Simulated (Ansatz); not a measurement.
## Single-point calculation of Mg87Zn21O108 (part 1 of 4)

The run: single-point calculation of Mg87Zn21O108 (P1, 216 atoms in the cell). Method and program: DFT, HSE06 with spin-orbit coupling, PAW, plane waves (Ansatz 0.2.0).

The structure was built on a prototype by a generator; it need not be a known phase.

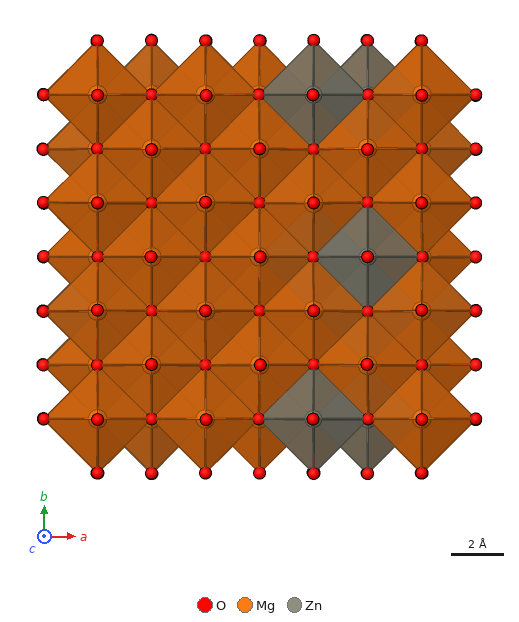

*The structure as given in the input (polyhedral view of the cell of the calculation, along the c axis; polyhedra are completed across the faces of the cell).*

**Summary**

| quantity | value |
| --- | --- |
| outcome | converged |
| space group (tolerance 0.01 Å) | P1 (1) |
| electrons treated | 1770 |
| free energy | −298614.7066 eV |
| Fermi energy | 10.094 eV |
| largest force (length of the vector) | 0.076 eV/Å |
| hardware | 1 × NVIDIA GB300 Max-Q, 32 threads of Arm Neoverse-V2, 180 GiB of memory available, shared host |
| wall time | 27 min (CPU time 3.3 h) |
| peak memory | 45 GiB |

**Notes**

The k-point mesh is coarse for a cell of this size, so the results may not be converged.

**Input file**
```yaml
crystal:
  lattice:
    - [12.673364, 0.000000, 0.000000]
    - [0.000000, 12.673364, 0.000000]
    - [0.000000, 0.000000, 12.673364]
  atoms:
    - { symbol: O, position: [0.166833, 0.000175, 0.998145] }
    - { symbol: O, position: [0.166726, 0.000009, 0.333468] }
    - { symbol: O, position: [0.166755, 0.997701, 0.668536] }
    - { symbol: O, position: [0.166902, 0.333215, 0.000583] }
    - { symbol: O, position: [0.166724, 0.333463, 0.332938] }
    - { symbol: O, position: [0.166819, 0.334949, 0.667126] }
    - { symbol: O, position: [0.166748, 0.666230, 0.999927] }
    - { symbol: O, position: [0.166459, 0.666082, 0.333394] }
    - { symbol: O, position: [0.166410, 0.666760, 0.666957] }
    - { symbol: O, position: [0.497661, 0.000176, 0.000032] }
    - { symbol: O, position: [0.500020, 0.001995, 0.333549] }
    - { symbol: O, position: [0.499934, 0.999905, 0.666732] }
    - { symbol: O, position: [0.499611, 0.333444, 0.000367] }
    - { symbol: O, position: [0.499987, 0.333184, 0.333001] }
    - { symbol: O, position: [0.501875, 0.333326, 0.666968] }
    - { symbol: O, position: [0.499729, 0.666195, 0.000046] }
    - { symbol: O, position: [0.500005, 0.664566, 0.333186] }
    - { symbol: O, position: [0.498082, 0.666596, 0.666956] }
    - { symbol: O, position: [0.834776, 0.000039, 0.000527] }
    - { symbol: O, position: [0.833389, 0.999860, 0.335568] }
    - { symbol: O, position: [0.833246, 0.001383, 0.664697] }
    - { symbol: O, position: [0.833439, 0.331752, 0.002313] }
    - { symbol: O, position: [0.833226, 0.333128, 0.333373] }
    - { symbol: O, position: [0.831390, 0.333346, 0.664828] }
    - { symbol: O, position: [0.833230, 0.668163, 0.000301] }
    - { symbol: O, position: [0.833307, 0.666664, 0.333673] }
    - { symbol: O, position: [0.834735, 0.664966, 0.666593] }
    - { symbol: O, position: [0.999697, 0.166394, 0.998224] }
    - { symbol: O, position: [0.998151, 0.166403, 0.334993] }
    - { symbol: O, position: [0.997856, 0.164827, 0.667072] }
    - { symbol: O, position: [0.001698, 0.499906, 0.999942] }
    - { symbol: O, position: [0.997900, 0.499930, 0.333729] }
    - { symbol: O, position: [0.999708, 0.501686, 0.666951] }
    - { symbol: O, position: [0.999925, 0.833636, 0.000198] }
    - { symbol: O, position: [0.998341, 0.833402, 0.331310] }
    - { symbol: O, position: [0.001522, 0.833260, 0.668806] }
    - { symbol: O, position: [0.333271, 0.166373, 0.998340] }
    - { symbol: O, position: [0.335085, 0.166427, 0.335160] }
    - { symbol: O, position: [0.335278, 0.164588, 0.666728] }
    - { symbol: O, position: [0.333189, 0.500062, 0.998032] }
    - { symbol: O, position: [0.335027, 0.499930, 0.335307] }
    - { symbol: O, position: [0.333249, 0.502125, 0.666702] }
    - { symbol: O, position: [0.333093, 0.833386, 0.999989] }
    - { symbol: O, position: [0.333391, 0.833429, 0.333335] }
    - { symbol: O, position: [0.333218, 0.833273, 0.666781] }
    - { symbol: O, position: [0.666866, 0.168183, 0.999971] }
    - { symbol: O, position: [0.666839, 0.166506, 0.333500] }
    - { symbol: O, position: [0.666868, 0.166536, 0.666976] }
    - { symbol: O, position: [0.665031, 0.499822, 0.001785] }
    - { symbol: O, position: [0.666672, 0.499751, 0.333680] }
    - { symbol: O, position: [0.666531, 0.498134, 0.665047] }
    - { symbol: O, position: [0.666605, 0.831851, 0.000185] }
    - { symbol: O, position: [0.668387, 0.833425, 0.333160] }
    - { symbol: O, position: [0.664878, 0.835083, 0.666975] }
    - { symbol: O, position: [0.000256, 0.998327, 0.166918] }
    - { symbol: O, position: [0.998679, 0.001371, 0.500267] }
    - { symbol: O, position: [0.002056, 0.999811, 0.833161] }
    - { symbol: O, position: [0.999893, 0.335635, 0.166959] }
    - { symbol: O, position: [0.000300, 0.333242, 0.497934] }
    - { symbol: O, position: [0.001769, 0.333259, 0.835273] }
    - { symbol: O, position: [0.999915, 0.666299, 0.166753] }
    - { symbol: O, position: [0.000057, 0.664772, 0.499972] }
    - { symbol: O, position: [0.999751, 0.666663, 0.833683] }
    - { symbol: O, position: [0.335060, 0.997921, 0.167099] }
    - { symbol: O, position: [0.335161, 0.999762, 0.500017] }
    - { symbol: O, position: [0.333058, 0.999857, 0.833059] }
    - { symbol: O, position: [0.333403, 0.333492, 0.166987] }
    - { symbol: O, position: [0.333172, 0.333270, 0.498154] }
    - { symbol: O, position: [0.333195, 0.333094, 0.835121] }
    - { symbol: O, position: [0.333328, 0.668505, 0.167090] }
    - { symbol: O, position: [0.333140, 0.666735, 0.499712] }
    - { symbol: O, position: [0.333024, 0.666869, 0.833328] }
    - { symbol: O, position: [0.664689, 0.999677, 0.168877] }
    - { symbol: O, position: [0.666429, 0.999810, 0.500082] }
    - { symbol: O, position: [0.664776, 0.999866, 0.831534] }
    - { symbol: O, position: [0.666814, 0.333585, 0.166869] }
    - { symbol: O, position: [0.666469, 0.333133, 0.499758] }
    - { symbol: O, position: [0.664805, 0.331593, 0.833795] }
    - { symbol: O, position: [0.666664, 0.666449, 0.166896] }
    - { symbol: O, position: [0.666343, 0.666702, 0.498018] }
    - { symbol: O, position: [0.666598, 0.668252, 0.835144] }
    - { symbol: O, position: [0.166682, 0.168057, 0.165292] }
    - { symbol: O, position: [0.166692, 0.168547, 0.501125] }
    - { symbol: O, position: [0.166783, 0.166845, 0.834982] }
    - { symbol: O, position: [0.165057, 0.500149, 0.164899] }
    - { symbol: O, position: [0.166589, 0.499665, 0.502705] }
    - { symbol: O, position: [0.166689, 0.499789, 0.833112] }
    - { symbol: O, position: [0.166670, 0.830954, 0.164476] }
    - { symbol: O, position: [0.168105, 0.831315, 0.501731] }
    - { symbol: O, position: [0.166724, 0.832988, 0.833710] }
    - { symbol: O, position: [0.502328, 0.166613, 0.166446] }
    - { symbol: O, position: [0.500241, 0.166972, 0.500468] }
    - { symbol: O, position: [0.499925, 0.166569, 0.833407] }
    - { symbol: O, position: [0.501931, 0.499986, 0.166766] }
    - { symbol: O, position: [0.499953, 0.499748, 0.500492] }
    - { symbol: O, position: [0.497745, 0.499882, 0.833055] }
    - { symbol: O, position: [0.500212, 0.833172, 0.164524] }
    - { symbol: O, position: [0.500109, 0.833013, 0.502135] }
    - { symbol: O, position: [0.499887, 0.833311, 0.833595] }
    - { symbol: O, position: [0.831271, 0.168187, 0.166954] }
    - { symbol: O, position: [0.833150, 0.166878, 0.500276] }
    - { symbol: O, position: [0.833161, 0.166522, 0.833332] }
    - { symbol: O, position: [0.833153, 0.500207, 0.169229] }
    - { symbol: O, position: [0.833091, 0.499725, 0.500317] }
    - { symbol: O, position: [0.834636, 0.501172, 0.831651] }
    - { symbol: O, position: [0.833040, 0.831219, 0.166719] }
    - { symbol: O, position: [0.831319, 0.832975, 0.498497] }
    - { symbol: O, position: [0.833037, 0.831743, 0.835349] }
    - { symbol: Mg, position: [0.000553, 0.000461, 0.000589] }
    - { symbol: Mg, position: [0.001131, 0.000214, 0.333287] }
    - { symbol: Mg, position: [0.999972, 0.998591, 0.666491] }
    - { symbol: Mg, position: [0.999648, 0.333223, 0.001037] }
    - { symbol: Mg, position: [0.000406, 0.332936, 0.332246] }
    - { symbol: Mg, position: [0.999645, 0.666268, 0.999879] }
    - { symbol: Mg, position: [0.000018, 0.666557, 0.333798] }
    - { symbol: Mg, position: [0.000233, 0.667773, 0.666722] }
    - { symbol: Mg, position: [0.332383, 0.000189, 0.000267] }
    - { symbol: Mg, position: [0.332582, 0.000100, 0.333621] }
    - { symbol: Mg, position: [0.333141, 0.999136, 0.666277] }
    - { symbol: Mg, position: [0.333164, 0.333058, 0.001498] }
    - { symbol: Mg, position: [0.332843, 0.333202, 0.332181] }
    - { symbol: Mg, position: [0.333256, 0.666589, 0.999992] }
    - { symbol: Mg, position: [0.333262, 0.666500, 0.333497] }
    - { symbol: Mg, position: [0.332484, 0.667556, 0.666638] }
    - { symbol: Mg, position: [0.666397, 0.999772, 0.334277] }
    - { symbol: Mg, position: [0.666830, 0.000374, 0.666137] }
    - { symbol: Mg, position: [0.667202, 0.334558, 0.999778] }
    - { symbol: Mg, position: [0.666680, 0.333016, 0.333332] }
    - { symbol: Mg, position: [0.666712, 0.332759, 0.667345] }
    - { symbol: Mg, position: [0.666832, 0.665344, 0.000701] }
    - { symbol: Mg, position: [0.666464, 0.666911, 0.332599] }
    - { symbol: Mg, position: [0.166589, 0.166840, 0.000812] }
    - { symbol: Mg, position: [0.167624, 0.499720, 0.999425] }
    - { symbol: Mg, position: [0.166290, 0.500303, 0.667682] }
    - { symbol: Mg, position: [0.166746, 0.833006, 0.999405] }
    - { symbol: Mg, position: [0.167148, 0.832470, 0.667248] }
    - { symbol: Mg, position: [0.499984, 0.166536, 0.000000] }
    - { symbol: Mg, position: [0.500558, 0.167390, 0.333488] }
    - { symbol: Mg, position: [0.500757, 0.166489, 0.666837] }
    - { symbol: Mg, position: [0.498830, 0.499893, 0.000087] }
    - { symbol: Mg, position: [0.500384, 0.499018, 0.333303] }
    - { symbol: Mg, position: [0.500267, 0.500198, 0.666930] }
    - { symbol: Mg, position: [0.500034, 0.833387, 0.999250] }
    - { symbol: Mg, position: [0.499414, 0.833156, 0.667806] }
    - { symbol: Mg, position: [0.833237, 0.165129, 0.000060] }
    - { symbol: Mg, position: [0.832874, 0.166244, 0.333446] }
    - { symbol: Mg, position: [0.832700, 0.167632, 0.667097] }
    - { symbol: Mg, position: [0.832669, 0.500141, 0.334880] }
    - { symbol: Mg, position: [0.832903, 0.499029, 0.666246] }
    - { symbol: Mg, position: [0.832786, 0.834881, 0.001225] }
    - { symbol: Mg, position: [0.833558, 0.833249, 0.332651] }
    - { symbol: Mg, position: [0.167358, 0.000089, 0.833051] }
    - { symbol: Mg, position: [0.166906, 0.334134, 0.166986] }
    - { symbol: Mg, position: [0.166864, 0.333773, 0.500726] }
    - { symbol: Mg, position: [0.167461, 0.332833, 0.832963] }
    - { symbol: Mg, position: [0.166763, 0.665353, 0.166901] }
    - { symbol: Mg, position: [0.166377, 0.665879, 0.499654] }
    - { symbol: Mg, position: [0.166410, 0.666696, 0.833735] }
    - { symbol: Mg, position: [0.500071, 0.999689, 0.166874] }
    - { symbol: Mg, position: [0.500527, 0.999958, 0.499973] }
    - { symbol: Mg, position: [0.498991, 0.000152, 0.833451] }
    - { symbol: Mg, position: [0.499986, 0.333516, 0.166509] }
    - { symbol: Mg, position: [0.499740, 0.333206, 0.500228] }
    - { symbol: Mg, position: [0.499053, 0.333329, 0.833617] }
    - { symbol: Mg, position: [0.499904, 0.666583, 0.166865] }
    - { symbol: Mg, position: [0.499927, 0.666567, 0.499993] }
    - { symbol: Mg, position: [0.500270, 0.666267, 0.833308] }
    - { symbol: Mg, position: [0.833032, 0.999515, 0.500275] }
    - { symbol: Mg, position: [0.833270, 0.334183, 0.167584] }
    - { symbol: Mg, position: [0.833353, 0.332943, 0.499067] }
    - { symbol: Mg, position: [0.833271, 0.665702, 0.166768] }
    - { symbol: Mg, position: [0.833197, 0.667072, 0.500507] }
    - { symbol: Mg, position: [0.832636, 0.666315, 0.833289] }
    - { symbol: Mg, position: [0.000749, 0.167344, 0.501299] }
    - { symbol: Mg, position: [0.999541, 0.166822, 0.832257] }
    - { symbol: Mg, position: [0.999225, 0.500913, 0.166964] }
    - { symbol: Mg, position: [0.000076, 0.498835, 0.500284] }
    - { symbol: Mg, position: [0.000202, 0.499437, 0.833417] }
    - { symbol: Mg, position: [0.000398, 0.832771, 0.165870] }
    - { symbol: Mg, position: [0.999432, 0.833506, 0.834420] }
    - { symbol: Mg, position: [0.332572, 0.166617, 0.501155] }
    - { symbol: Mg, position: [0.333259, 0.166786, 0.832193] }
    - { symbol: Mg, position: [0.333163, 0.499751, 0.500943] }
    - { symbol: Mg, position: [0.332522, 0.499928, 0.832139] }
    - { symbol: Mg, position: [0.333063, 0.833250, 0.167174] }
    - { symbol: Mg, position: [0.333842, 0.833407, 0.499154] }
    - { symbol: Mg, position: [0.333171, 0.833124, 0.833754] }
    - { symbol: Mg, position: [0.666946, 0.166366, 0.166339] }
    - { symbol: Mg, position: [0.666758, 0.166961, 0.500059] }
    - { symbol: Mg, position: [0.667091, 0.165468, 0.834043] }
    - { symbol: Mg, position: [0.667460, 0.499751, 0.167519] }
    - { symbol: Mg, position: [0.666370, 0.499961, 0.499670] }
    - { symbol: Mg, position: [0.666454, 0.833552, 0.166450] }
    - { symbol: Mg, position: [0.665726, 0.832724, 0.500493] }
    - { symbol: Mg, position: [0.667068, 0.834363, 0.833364] }
    - { symbol: Zn, position: [0.998899, 0.333702, 0.666923] }
    - { symbol: Zn, position: [0.334601, 0.333476, 0.666511] }
    - { symbol: Zn, position: [0.666129, 0.999933, 0.999996] }
    - { symbol: Zn, position: [0.666333, 0.666585, 0.666662] }
    - { symbol: Zn, position: [0.166696, 0.166603, 0.332361] }
    - { symbol: Zn, position: [0.166524, 0.166842, 0.668187] }
    - { symbol: Zn, position: [0.166407, 0.499726, 0.333735] }
    - { symbol: Zn, position: [0.165588, 0.833136, 0.333194] }
    - { symbol: Zn, position: [0.501009, 0.833379, 0.333120] }
    - { symbol: Zn, position: [0.833708, 0.500138, 0.000264] }
    - { symbol: Zn, position: [0.832926, 0.832935, 0.666565] }
    - { symbol: Zn, position: [0.167504, 0.999581, 0.165514] }
    - { symbol: Zn, position: [0.166727, 0.999878, 0.501574] }
    - { symbol: Zn, position: [0.832269, 0.999591, 0.168526] }
    - { symbol: Zn, position: [0.833870, 0.998928, 0.832055] }
    - { symbol: Zn, position: [0.833175, 0.334096, 0.834219] }
    - { symbol: Zn, position: [0.998556, 0.166518, 0.166709] }
    - { symbol: Zn, position: [0.999989, 0.833177, 0.499963] }
    - { symbol: Zn, position: [0.334892, 0.165518, 0.166788] }
    - { symbol: Zn, position: [0.333634, 0.501306, 0.166988] }
    - { symbol: Zn, position: [0.666033, 0.499807, 0.833293] }
kpoints:
  mp_grid: { grid: [1, 1, 1] }
hamiltonian:
  xc: hse06
magnetization:
  noncollinear: true
  spin_orbit: true
scf:
  occupations: { method: fermi_dirac, width: 0.01 }
output:
  forces: true
  eigenvalues: true
  populations: true
  eigenstates: { kpoints: [[0, 0, 0]], e_range: [-6.0, 6.0], localisation: true }
```

Launched with:
```bash
ansatz run in.yaml --threads 32 --pin off --max-ram 171000MiB --runs-dir r --events-out ev --progress --plain --backend cuda --devices 0,
```

**The program's output**
```
Pseudopotentials: kind: paw_fr
Functional definition: HSE06
  parameter a = 0.25
  parameter omega = 0.11/bohr
  exchange = pbe_x - a*pbe_x_sr(omega) + a*exact_x_sr(omega)
  correlation = pbe_c
non-collinear run that drives no moment, with spin-orbit: no starting moment large enough to seed its density (crystal.atoms[].spin), no starting occupations that ask for one, no magnetisation constraint and no magnetic field, so the semilocal B_xc is pinned to zero
Crystal: 216 atoms, lattice volume = 2035.522 Å³
Basis set: ecut = 420 eV, 39607 PW (Γ), exchange–correlation on 180×180×180 points (8 copies of the dense FFT grid, shifted against one another)
Bands: 2202, of which v1, the nominal top of the filled ones, is band 1770 counted from 1 (1769 counted from 0)
Symmetry: 1 space group operations + 1 with time reversal
Magnetic group: BNS 1.2 (UNI 2), of the structure as read, at distance tolerance 1.3e-4 Å
k-points: 1
Projection manifold: j_resolved (fully-relativistic pseudo-atomic orbitals)
Non-local potential: O, projectors of the file, l = 0: 2, l = 1: 4, l = 2: 2
Non-local potential: Mg, projectors of the file, l = 0: 3, l = 1: 4, l = 2: 2
Non-local potential: Zn, projectors of the file, l = 0: 2, l = 1: 4, l = 2: 6, l = 3: 2
PAW form: soft (Blöchl's): semilocal exchange-correlation on the pseudo side does not see the compensation charge
PAW frozen core: O, regenerated for the run's functional, and the local potential with it (the file was generated under x = pbe(κ = 0.804, μ = 0.2195149727645171), c = pbe(β = 0.06672455060314922))
PAW frozen core: Mg, regenerated for the run's functional, and the local potential with it (the file was generated under x = pbe(κ = 0.804, μ = 0.2195149727645171), c = pbe(β = 0.06672455060314922))
PAW frozen core: Zn, regenerated for the run's functional, and the local potential with it (the file was generated under x = pbe(κ = 0.804, μ = 0.2195149727645171), c = pbe(β = 0.06672455060314922))
PAW one-centre angular grid: O, 110 points (default); XC on 64 Gauss nodes
PAW one-centre angular grid: Mg, 110 points (default); XC on 160 Gauss nodes
PAW one-centre angular grid: Zn, 590 points (default); XC on 197 of its mesh's 2673 points in the sphere
Initial density: superposition of atomic densities (chi_scale 0.1, normalization cell, long waves kept (reshape's long-wave potential 0.03 eV rms))
Initial wavefunctions: pseudopotential atomic-orbital guess
Functional: x = pbe(κ = 0.804, μ = 0.2195149727645171), c = pbe(β = 0.06672455060314922), warm-up for x = pbe(κ = 0.804, μ = 0.2195149727645171) + 0.25 (exact − pbe) at short range (hse, ω = 0.20786987370883472 Å⁻¹), c = pbe(β = 0.06672455060314922); HSE06 as pw.x's `hse` composes it (authors' and Libxc's form: `xc: wpbeh`)
```
